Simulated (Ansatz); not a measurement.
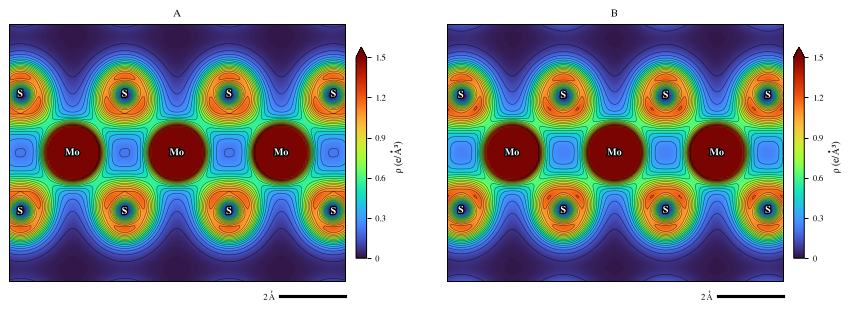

MoS₂. The valence electron density of two cells that differ in size, on the (110) plane of each (indices in the axes of the calculation cell), at one length scale and on one colour scale: A has 18.5 Å³ an atom and B 17.4.

The calculation used Kohn-Sham DFT of a periodic cell, r2SCAN, Ansatz PAW in Ansatz 0.2.0.

The density is the valence pseudo-density of a PAW calculation; it isn't the true density close to the nuclei.

The larger cell:

```yaml
crystal:
  lattice:
    - [3.21273, 0.00000, 0.00000]
    - [-1.60636, 0.92743, 6.19547]
    - [1.60636, -2.78230, 0.00000]
  atoms:
    - { symbol: Mo, position: [0.00000, 0.00000, 0.00000] }
    - { symbol: S, position: [0.25000, 0.75000, 0.25000] }
    - { symbol: S, position: [0.75000, 0.25000, 0.75000] }
```

The smaller cell: a = 3.150 Å, b = 6.340 Å, c = 3.150 Å, α = 104.38°, β = 60.00°, γ = 104.38°.

Question: What changes from the larger cell to the smaller?

Answer: From the larger cell to the smaller, Mo–S goes from 2.42 to 2.37 Å, and the density at its midpoint from 0.57 to 0.62 e/Å³; the pressure goes from 0.8 to 11 GPa.
